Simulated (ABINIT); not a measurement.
## FeSi2: geometry relaxation (part 4 of 4)

Continued. System: FeSi2 (P4/mmm, 3 atoms in the cell). Method: Kohn-Sham DFT of a periodic cell, PBEsol, PseudoDojo NC SR PBEsol v0.4.1 standard, spin-polarised (ABINIT 10.8.3); cutoff 1224.51 eV, 8×8×4 k-mesh, fermi-dirac of 0.05 eV, collinear spins. The structure derives from an entry of the Crystallography Open Database.

Geometry of the input (Å; fractional positions):
```
2.6840  0.0000  0.0000
0.0000  2.6840  0.0000
0.0000  0.0000  5.1280
Fe 0.0000  0.0000  0.0000
Si 0.5000  0.5000  0.7300
Si 0.5000  0.5000  0.2700
```

Output, continued
```
 Cartesian components of stress tensor (hartree/bohr^3)
  sigma(1 1)=  2.04004619E-06  sigma(3 2)=  0.00000000E+00
  sigma(2 2)=  2.04004619E-06  sigma(3 1)=  0.00000000E+00
  sigma(3 3)= -6.53158230E-07  sigma(2 1)=  0.00000000E+00

--- !ResultsGS
iteration_state: {dtset: 1, itime: 6, icycle: 1, }
comment   : Summary of ground state results
lattice_vectors:
- [  5.0564368,   0.0000000,   0.0000000, ]
- [  0.0000000,   5.0564368,   0.0000000, ]
- [  0.0000000,   0.0000000,   9.6532536, ]
lattice_lengths: [   5.05644,    5.05644,    9.65325, ]
lattice_angles: [ 90.000,  90.000,  90.000, ] # degrees, (23, 13, 12)
lattice_volume:   2.4681007E+02
convergence: {deltae:  9.805E-12, res2:  9.628E-14, residm:  2.370E-05, diffor: null, }
etotal    :  -1.33734411E+02
entropy   :   0.00000000E+00
fermie    :   4.03583480E-01
cartesian_stress_tensor: # hartree/bohr^3
- [  2.04004619E-06,   0.00000000E+00,   0.00000000E+00, ]
- [  0.00000000E+00,   2.04004619E-06,   0.00000000E+00, ]
- [  0.00000000E+00,   0.00000000E+00,  -6.53158230E-07, ]
pressure_GPa:  -3.3608E-02
xred      :
- [  0.0000E+00,   0.0000E+00,   0.0000E+00, Fe]
- [  5.0000E-01,   5.0000E-01,   7.2808E-01, Si]
- [  5.0000E-01,   5.0000E-01,   2.7192E-01, Si]
cartesian_forces: # hartree/bohr
- [ -0.00000000E+00,  -0.00000000E+00,   4.51750905E-21, ]
- [ -0.00000000E+00,  -0.00000000E+00,   6.97156970E-05, ]
- [ -0.00000000E+00,  -0.00000000E+00,  -6.97156970E-05, ]
force_length_stats: {min:   4.51750905E-21, max:   6.97156970E-05, mean:   4.64771314E-05, }
...

 Integrated electronic and magnetization densities in atomic spheres:
 ------------------------------------------------------------------------------------------------------------
 Radius=ratsph(iatom), smearing ratsm=  0.0000. Diff(up-dn)=approximate z local magnetic moment.
    Atom    Radius    up_density   dn_density  Total(up+dn)  Diff(up-dn)
    1 Fe   2.00000     7.195717     7.195718     14.391435    -0.000001
    2 Si   2.00000     0.902242     0.902242      1.804484     0.000000
    3 Si   2.00000     0.902242     0.902242      1.804484     0.000000
 ------------------------------------------------------------------------------------------------------------
  Sum:                 9.000200     9.000202     18.000402    -0.000001
 Total magnetization (from the atomic spheres):               -0.000001
 Total magnetization (exact up - dn):                         -0.000001

---OUTPUT-----------------------------------------------------------------------

 Cartesian coordinates (xcart) [bohr]
  0.00000000000000E+00  0.00000000000000E+00  0.00000000000000E+00
  2.52821839073377E+00  2.52821839073377E+00  7.02835137872498E+00
  2.52821839073377E+00  2.52821839073377E+00  2.62490227033892E+00
 Reduced coordinates (xred)
  0.00000000000000E+00  0.00000000000000E+00  0.00000000000000E+00
  5.00000000000000E-01  5.00000000000000E-01  7.28081083770811E-01
  5.00000000000000E-01  5.00000000000000E-01  2.71918916229189E-01
 Cartesian forces (fcart) [Ha/bohr]; max,rms= 6.97157E-05 3.28643E-05 (free atoms)
 -0.00000000000000E+00 -0.00000000000000E+00  4.51750905202293E-21
 -0.00000000000000E+00 -0.00000000000000E+00  6.97156970493148E-05
 -0.00000000000000E+00 -0.00000000000000E+00 -6.97156970493148E-05
 Gradient of E wrt nuclear positions in reduced coordinates (gred)
 -0.00000000000000E+00 -0.00000000000000E+00 -4.36086607411196E-20
 -0.00000000000000E+00 -0.00000000000000E+00 -6.72983306938332E-04
  0.00000000000000E+00  0.00000000000000E+00  6.72983306938332E-04
 Scale of Primitive Cell (acell) [bohr]
  5.05643678146755E+00  5.05643678146755E+00  9.65325364906390E+00
 Real space primitive translations (rprimd) [bohr]
  5.05643678146755E+00  0.00000000000000E+00  0.00000000000000E+00
  0.00000000000000E+00  5.05643678146755E+00  0.00000000000000E+00
  0.00000000000000E+00  0.00000000000000E+00  9.65325364906390E+00
 Unitary Cell Volume (ucvol) [Bohr^3]=  2.46810073570677E+02
 Angles (23,13,12)= [degrees]
  9.00000000000000E+01  9.00000000000000E+01  9.00000000000000E+01
 Lengths [Bohr]
  5.05643678146755E+00  5.05643678146755E+00  9.65325364906390E+00
 Stress tensor in cartesian coordinates (strten) [Ha/bohr^3]
  2.04004619493332E-06  0.00000000000000E+00  0.00000000000000E+00
  0.00000000000000E+00  2.04004619493506E-06  0.00000000000000E+00
  0.00000000000000E+00  0.00000000000000E+00 -6.53158230060763E-07
 Total energy (etotal) [Ha]= -1.33734410618365E+02

 Difference of energy with previous step (new-old):
           Absolute (Ha)=-1.79360E-07
           Relative     =-1.34116E-09

--- Iteration: ( 7/50) Internal Cycle: (1/1)
--------------------------------------------------------------------------------

---SELF-CONSISTENT-FIELD CONVERGENCE--------------------------------------------

--- !BeginCycle
iteration_state: {dtset: 1, itime: 7, icycle: 1, }
solver: {iscf: 7, nstep: 80, nline: 4, wfoptalg: 0, }
tolerances: {tolvrs: 1.00E-12, }
...

     iter   Etot(hartree)      deltaE(h)  residm     vres2   difmagsph maxmagsph
 ETOT  1  -133.73432739705    -1.337E+02 1.672E-05 2.123E+00 1.420E-06 1.420E-06
 ETOT  2  -133.73314323598     1.184E-03 2.917E-06 2.329E+01 7.396E-08 1.346E-06
 ETOT  3  -133.73440135938    -1.258E-03 1.088E-05 1.474E-01 7.327E-07 2.078E-06
 ETOT  4  -133.73441067678    -9.317E-06 2.236E-06 2.038E-04 8.880E-07 1.190E-06
 ETOT  5  -133.73441070063    -2.385E-08 8.310E-06 1.374E-05 2.204E-07 1.411E-06
 ETOT  6  -133.73441070255    -1.926E-09 2.266E-06 1.040E-07 2.249E-08 1.433E-06
 ETOT  7  -133.73441070258    -2.606E-11 6.085E-06 9.154E-09 6.655E-09 1.440E-06
 ETOT  8  -133.73441070258     6.253E-13 1.909E-06 4.054E-11 1.477E-08 1.425E-06
 ETOT  9  -133.73441070258     5.684E-14 5.144E-06 3.595E-12 1.810E-08 1.407E-06
 ETOT 10  -133.73441070259    -9.607E-12 1.700E-06 2.573E-12 1.677E-08 1.390E-06
 ETOT 11  -133.73441070258     5.741E-12 4.562E-06 6.123E-13 3.143E-08 1.359E-06

 At SCF step   11       vres2   =  6.12E-13 < tolvrs=  1.00E-12 =>converged.

 Cartesian components of stress tensor (hartree/bohr^3)
  sigma(1 1)=  8.38420267E-08  sigma(3 2)=  0.00000000E+00
  sigma(2 2)=  8.38420267E-08  sigma(3 1)=  0.00000000E+00
  sigma(3 3)=  1.14154126E-07  sigma(2 1)=  0.00000000E+00

--- !ResultsGS
iteration_state: {dtset: 1, itime: 7, icycle: 1, }
comment   : Summary of ground state results
lattice_vectors:
- [  5.0557504,   0.0000000,   0.0000000, ]
- [  0.0000000,   5.0557504,   0.0000000, ]
- [  0.0000000,   0.0000000,   9.6541998, ]
lattice_lengths: [   5.05575,    5.05575,    9.65420, ]
lattice_angles: [ 90.000,  90.000,  90.000, ] # degrees, (23, 13, 12)
lattice_volume:   2.4676726E+02
convergence: {deltae:  5.741E-12, res2:  6.123E-13, residm:  4.562E-06, diffor: null, }
etotal    :  -1.33734411E+02
entropy   :   0.00000000E+00
fermie    :   4.03684354E-01
cartesian_stress_tensor: # hartree/bohr^3
- [  8.38420267E-08,   0.00000000E+00,   0.00000000E+00, ]
- [  0.00000000E+00,   8.38420267E-08,   0.00000000E+00, ]
- [  0.00000000E+00,   0.00000000E+00,   1.14154126E-07, ]
pressure_GPa:  -2.7640E-03
xred      :
- [  0.0000E+00,   0.0000E+00,   1.7639E-21, Fe]
- [  5.0000E-01,   5.0000E-01,   7.2809E-01, Si]
- [  5.0000E-01,   5.0000E-01,   2.7191E-01, Si]
cartesian_forces: # hartree/bohr
- [ -0.00000000E+00,  -0.00000000E+00,  -0.00000000E+00, ]
- [ -0.00000000E+00,  -0.00000000E+00,   6.38505941E-06, ]
- [ -0.00000000E+00,  -0.00000000E+00,  -6.38505941E-06, ]
force_length_stats: {min:   0.00000000E+00, max:   6.38505941E-06, mean:   4.25670627E-06, }
...

 Integrated electronic and magnetization densities in atomic spheres:
 ------------------------------------------------------------------------------------------------------------
 Radius=ratsph(iatom), smearing ratsm=  0.0000. Diff(up-dn)=approximate z local magnetic moment.
    Atom    Radius    up_density   dn_density  Total(up+dn)  Diff(up-dn)
    1 Fe   2.00000     7.195673     7.195674     14.391348    -0.000001
    2 Si   2.00000     0.902153     0.902153      1.804306     0.000000
    3 Si   2.00000     0.902153     0.902153      1.804306     0.000000
 ------------------------------------------------------------------------------------------------------------
  Sum:                 8.999979     8.999981     17.999960    -0.000001
 Total magnetization (from the atomic spheres):               -0.000001
 Total magnetization (exact up - dn):                         -0.000001

---OUTPUT-----------------------------------------------------------------------

 Cartesian coordinates (xcart) [bohr]
  0.00000000000000E+00  0.00000000000000E+00  1.70286766713576E-20
  2.52787520191719E+00  2.52787520191719E+00  7.02909951655920E+00
  2.52787520191719E+00  2.52787520191719E+00  2.62510030782594E+00
 Reduced coordinates (xred)
  0.00000000000000E+00  0.00000000000000E+00  1.76386204772203E-21
  5.00000000000000E-01  5.00000000000000E-01  7.28087220528075E-01
  5.00000000000000E-01  5.00000000000000E-01  2.71912779471925E-01
 Cartesian forces (fcart) [Ha/bohr]; max,rms= 6.38506E-06 3.00995E-06 (free atoms)
 -0.00000000000000E+00 -0.00000000000000E+00 -0.00000000000000E+00
 -0.00000000000000E+00 -0.00000000000000E+00  6.38505940740298E-06
 -0.00000000000000E+00 -0.00000000000000E+00 -6.38505940740298E-06
 Gradient of E wrt nuclear positions in reduced coordinates (gred)
  0.00000000000000E+00  0.00000000000000E+00  0.00000000000000E+00
 -0.00000000000000E+00 -0.00000000000000E+00 -6.16426394096385E-05
  0.00000000000000E+00  0.00000000000000E+00  6.16426394096385E-05
 Scale of Primitive Cell (acell) [bohr]
  5.05575040383438E+00  5.05575040383438E+00  9.65419982438514E+00
 Real space primitive translations (rprimd) [bohr]
  5.05575040383438E+00  0.00000000000000E+00  0.00000000000000E+00
  0.00000000000000E+00  5.05575040383438E+00  0.00000000000000E+00
  0.00000000000000E+00  0.00000000000000E+00  9.65419982438514E+00
 Unitary Cell Volume (ucvol) [Bohr^3]=  2.46767257289849E+02
 Angles (23,13,12)= [degrees]
  9.00000000000000E+01  9.00000000000000E+01  9.00000000000000E+01
 Lengths [Bohr]
  5.05575040383438E+00  5.05575040383438E+00  9.65419982438514E+00
 Stress tensor in cartesian coordinates (strten) [Ha/bohr^3]
  8.38420266963125E-08  0.00000000000000E+00  0.00000000000000E+00
  0.00000000000000E+00  8.38420267032514E-08  0.00000000000000E+00
  0.00000000000000E+00  0.00000000000000E+00  1.14154125962704E-07
 Total energy (etotal) [Ha]= -1.33734410702583E+02

 Difference of energy with previous step (new-old):
           Absolute (Ha)=-8.42177E-08
           Relative     =-6.29739E-10

 At Broyd/MD step   7, gradients are converged :
  max grad (force/stress) = 1.1415E-05 < tolmxf= 2.0000E-05 ha/bohr (free atoms)

================================================================================

 ----iterations are completed or convergence reached----

 Mean square residual over all n,k,spin=   30.768E-10; max=  45.620E-07
 reduced coordinates (array xred) for    3 atoms
       0.000000000000      0.000000000000      0.000000000000
       0.500000000000      0.500000000000      0.728087220528
       0.500000000000      0.500000000000      0.271912779472
 rms dE/dt=  2.9059E-05; max dE/dt=  6.1643E-05; dE/dt below (all hartree)
    1       0.000000000000      0.000000000000      0.000000000000
    2       0.000000000000      0.000000000000     -0.000061642639
    3       0.000000000000      0.000000000000      0.000061642639

 cartesian coordinates (angstrom) at end:
    1      0.00000000000000     0.00000000000000     0.00000000000000
    2      1.33769394795389     1.33769394795389     3.71963927480898
    3      1.33769394795389     1.33769394795389     1.38914325829353

 cartesian forces (hartree/bohr) at end:
    1     -0.00000000000000    -0.00000000000000    -0.00000000000000
    2     -0.00000000000000    -0.00000000000000     0.00000638505941
    3     -0.00000000000000    -0.00000000000000    -0.00000638505941
 frms,max,avg= 3.0099459E-06 6.3850594E-06   0.000E+00  0.000E+00  0.000E+00 h/b

 cartesian forces (eV/Angstrom) at end:
    1     -0.00000000000000    -0.00000000000000    -0.00000000000000
    2     -0.00000000000000    -0.00000000000000     0.00032833295591
    3     -0.00000000000000    -0.00000000000000    -0.00032833295591
 frms,max,avg= 1.5477764E-04 3.2833296E-04   0.000E+00  0.000E+00  0.000E+00 e/A
 length scales=  5.055750403834  5.055750403834  9.654199824385 bohr
              =  2.675387895908  2.675387895908  5.108782533103 angstroms
 Fermi (or HOMO) energy (hartree) =   0.40368   Average Vxc (hartree)=  -0.44873
 Magnetization (Bohr magneton)=  1.26345002E-06
 Total spin up =  1.19999994E+01   Total spin down =  1.20000006E+01
 Eigenvalues (hartree) for nkpt=  45  k points, SPIN UP:
 kpt#   1, nband= 17, wtk=  0.00391, kpt=  0.0000  0.0000  0.0000 (reduced coord)
  -2.78564   -1.54504   -1.54504   -1.54104   -0.11009    0.06689    0.10980    0.27150
   0.34376    0.35024    0.35024    0.38380    0.57483    0.57483    0.64530    0.66876
   0.70129
      occupation numbers for kpt#   1
   1.00000    1.00000    1.00000    1.00000    1.00000    1.00000    1.00000    1.00000
   1.00000    1.00000    1.00000    0.99998    0.00000    0.00000    0.00000    0.00000
   0.00000
 prteigrs : prtvol=0 or 1, do not print more k-points.

 Eigenvalues (hartree) for nkpt=  45  k points, SPIN DOWN:
 kpt#   1, nband= 17, wtk=  0.00391, kpt=  0.0000  0.0000  0.0000 (reduced coord)
  -2.78564   -1.54504   -1.54504   -1.54104   -0.11009    0.06689    0.10980    0.27150
   0.34376    0.35024    0.35024    0.38380    0.57483    0.57483    0.64530    0.66876
   0.70129
      occupation numbers for kpt#   1
   1.00000    1.00000    1.00000    1.00000    1.00000    1.00000    1.00000    1.00000
   1.00000    1.00000    1.00000    0.99998    0.00000    0.00000    0.00000    0.00000
   0.00000
 prteigrs : prtvol=0 or 1, do not print more k-points.

--- !EnergyTerms
iteration_state     : {dtset: 1, itime: 7, icycle: 1, }
comment             : Components of total free energy in Hartree
kinetic             :  6.07746443516197E+01
hartree             :  5.61525620370649E+01
xc                  : -2.08821672007323E+01
Ewald energy        : -6.98254505434349E+01
psp_core            :  2.99332736378190E+00
local_psp           : -1.57177054021405E+02
non_local_psp       : -5.76988346399401E+00
internal            : -1.33734021477100E+02
'-kT*entropy'       : -3.89225482899469E-04
total_energy        : -1.33734410702583E+02
total_energy_eV     : -3.63909870400663E+03
band_energy         : -1.11060860945277E+01
...

 rms coord change=  9.0169E-04   atom, delta coord (reduced):
     1        0.000000000000      0.000000000000      0.000000000000
     2        0.000000000000      0.000000000000     -0.001912779472
     3        0.000000000000      0.000000000000      0.001912779472

 Cartesian components of stress tensor (hartree/bohr^3)
  sigma(1 1)=  8.38420267E-08  sigma(3 2)=  0.00000000E+00
  sigma(2 2)=  8.38420267E-08  sigma(3 1)=  0.00000000E+00
  sigma(3 3)=  1.14154126E-07  sigma(2 1)=  0.00000000E+00

-Cartesian components of stress tensor (GPa)         [Pressure= -2.7640E-03 GPa]
- sigma(1 1)=  2.46671759E-03  sigma(3 2)=  0.00000000E+00
- sigma(2 2)=  2.46671759E-03  sigma(3 1)=  0.00000000E+00
- sigma(3 3)=  3.35853034E-03  sigma(2 1)=  0.00000000E+00

== END DATASET(S) ==============================================================
================================================================================

 -outvars: echo values of variables after computation  --------
            acell      5.0557504038E+00  5.0557504038E+00  9.6541998244E+00 Bohr
           etotal     -1.3373441070E+02
            fcart     -0.0000000000E+00 -0.0000000000E+00 -0.0000000000E+00
                      -0.0000000000E+00 -0.0000000000E+00  6.3850594074E-06
                      -0.0000000000E+00 -0.0000000000E+00 -6.3850594074E-06
           strten      8.3842026696E-08  8.3842026703E-08  1.1415412596E-07
                       0.0000000000E+00  0.0000000000E+00  0.0000000000E+00
           xangst      0.0000000000E+00  0.0000000000E+00  9.0111876202E-21
                       1.3376939480E+00  1.3376939480E+00  3.7196392748E+00
                       1.3376939480E+00  1.3376939480E+00  1.3891432583E+00
             xred      0.0000000000E+00  0.0000000000E+00  1.7638620477E-21
                       5.0000000000E-01  5.0000000000E-01  7.2808722053E-01
                       5.0000000000E-01  5.0000000000E-01  2.7191277947E-01
 Calculation completed.
```

Trajectory as extended XYZ (Å, eV, eV/Å), 7 frames, from step=0 to step=6
```
3
Lattice="2.6840 0.0000 0.0000 0.0000 2.6840 0.0000 0.0000 0.0000 5.1280" Properties=species:S:1:pos:R:3:forces:R:3 step=0 energy=-3639.09409
Fe    0.0000    0.0000    0.0000    0.0000   0.0000   0.0000
Si    1.3420    1.3420    3.7434    0.0000   0.0000  -0.2608
Si    1.3420    1.3420    1.3846    0.0000   0.0000   0.2608
3
Lattice="2.6807 0.0000 0.0000 0.0000 2.6807 0.0000 0.0000 0.0000 5.1149" Properties=species:S:1:pos:R:3:forces:R:3 step=1 energy=-3639.09688
Fe    0.0000    0.0000    0.0000    0.0000   0.0000   0.0000
Si    1.3403    1.3403    3.7312    0.0000   0.0000  -0.1979
Si    1.3403    1.3403    1.3837    0.0000   0.0000   0.1979
3
Lattice="2.6766 0.0000 0.0000 0.0000 2.6766 0.0000 0.0000 0.0000 5.1008" Properties=species:S:1:pos:R:3:forces:R:3 step=2 energy=-3639.09847
Fe    0.0000    0.0000    0.0000    0.0000   0.0000   0.0000
Si    1.3383    1.3383    3.7159    0.0000   0.0000  -0.0592
Si    1.3383    1.3383    1.3848    0.0000   0.0000   0.0592
3
Lattice="2.6765 0.0000 0.0000 0.0000 2.6765 0.0000 0.0000 0.0000 5.1029" Properties=species:S:1:pos:R:3:forces:R:3 step=3 energy=-3639.09861
Fe    0.0000    0.0000    0.0000    0.0000   0.0000   0.0000
Si    1.3382    1.3382    3.7165    0.0000   0.0000  -0.0292
Si    1.3382    1.3382    1.3864    0.0000   0.0000   0.0292
3
Lattice="2.6760 0.0000 0.0000 0.0000 2.6760 0.0000 0.0000 0.0000 5.1076" Properties=species:S:1:pos:R:3:forces:R:3 step=4 energy=-3639.09870
Fe    0.0000    0.0000    0.0000    0.0000   0.0000   0.0000
Si    1.3380    1.3380    3.7188    0.0000   0.0000   0.0044
Si    1.3380    1.3380    1.3888    0.0000   0.0000  -0.0044
3
Lattice="2.6758 0.0000 0.0000 0.0000 2.6758 0.0000 0.0000 0.0000 5.1083" Properties=species:S:1:pos:R:3:forces:R:3 step=5 energy=-3639.09870
Fe    0.0000    0.0000    0.0000    0.0000   0.0000   0.0000
Si    1.3379    1.3379    3.7192    0.0000   0.0000   0.0036
Si    1.3379    1.3379    1.3890    0.0000   0.0000  -0.0036
3
Lattice="2.6754 0.0000 0.0000 0.0000 2.6754 0.0000 0.0000 0.0000 5.1088" Properties=species:S:1:pos:R:3:forces:R:3 step=6 energy=-3639.09870
Fe    0.0000    0.0000    0.0000    0.0000   0.0000   0.0000
Si    1.3377    1.3377    3.7196    0.0000   0.0000   0.0003
Si    1.3377    1.3377    1.3891    0.0000   0.0000  -0.0003
```

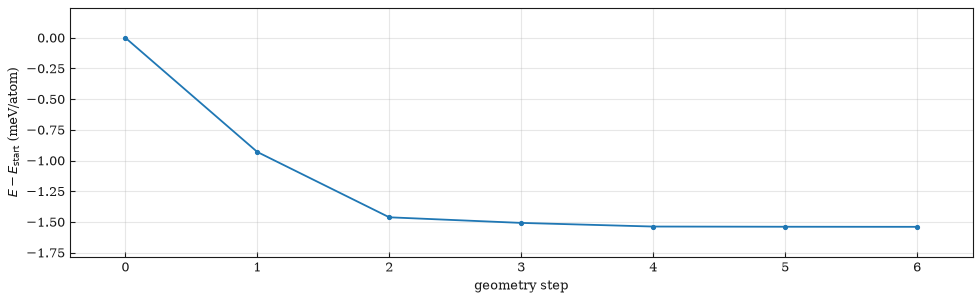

Fig. 1: Progress of the relaxation, step by step (steps are counted from 0). The largest moves relative to the cell, 0.010 Å, are those of Si2 and Si3. Fe stays in place. The volume changes by −1.0 %, with a = b 2.684 → 2.675 Å (−0.3 %), c 5.128 → 5.109 Å (−0.4 %). Among the contacts that change: Si2–Si3 2.359 → 2.330 Å. The space group stays P4/mmm (No. 123). After 6 geometry steps the energy has fallen by 1.5 meV per atom. Largest force component: 0.26 eV/Å at the start, 0.00033 eV/Å at the end. (Atoms are counted from 1 in the order of the input.)
